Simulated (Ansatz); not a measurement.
Consider Cu.

The calculation's input:

```
crystal:
  lattice:
    - [2.5340966698, -0.0126704833, 0.0]
    - [-1.2780212954, 2.2009273334, 0.0]
    - [0.0, 0.0, 4.112571]
  atoms:
    - { symbol: Cu, position: [0.6666666667, 0.3333333333, 0.75] }
    - { symbol: Cu, position: [0.3333333333, 0.6666666667, 0.25] }
hamiltonian:
  xc: pbesol
  pseudopotentials: { kind: paw }
kpoints:
  mp_grid: { grid: [10, 10, 6] }
  band_path:
    path:
      - [[0.0, 0.0, 0.0], [-0.5, 0.5, 0.0], [-0.6666333317, 0.330429698, 0.0], [-0.5, 0.0, 0.0], [-0.5, 0.0, -0.5], [-0.3333666683, -0.330429698, -0.5], [0.0, -0.5, -0.5], [0.0, -0.5, 0.0], [-0.3333666683, -0.330429698, 0.0]]
      - [[-0.6666333317, 0.330429698, -0.5], [-0.5, 0.5, -0.5], [0.0, 0.0, -0.5]]
      - [[-0.5, 0.5, 0.0], [-0.5, 0.5, -0.5]]
    npoints: 14
scf:
  occupations: { method: fermi_dirac, width: 0.05 }
  n_extra_bands: 6
output:
  forces: true
  stress: true
  eigenvalues: true
  fatbands: false
  write_density: true
  write_potential: true
  elf: true
  volumetric_format: npy
```

Launched as:

```sh
ansatz run input.yaml --threads 2 --pin off --max-ram 5632MiB --backend cpu --events-out ev --progress --plain --runs-dir out
```

Below, planes, directions and counts refer to the standardised cell (a = 2.55 Å, b = 4.37 Å, c = 4.11 Å, α = 90.00°, β = 90.00°, γ = 89.71°).

Space group P2₁/m; a structure from a database of computed crystals, not necessarily the ambient phase.

Computed with Kohn-Sham DFT of a periodic cell, PBEsol, Ansatz PAW (Ansatz).

### Predict the valence pseudo-density and electron localisation function between the atoms.

Cu–Cu (2.52 Å): ρ at the midpoint is about 0.29 e/Å³; the ELF is about 0.20 at the midpoint: no localised pair shows between them.

### Does the calculation make it a metal, or give it a gap?

It is metallic or semimetallic at this level of theory: no gap opens.

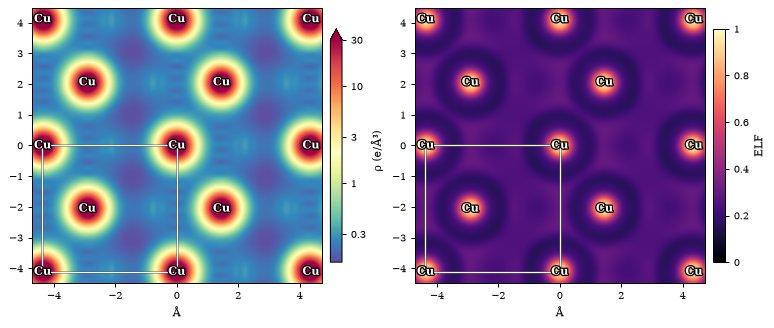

Computed valence pseudo-density and electron localisation function on the (100) plane of the standardised cell, in this order. 

The density is the valence pseudo-density of a PAW calculation; it isn't the true density close to the nuclei.
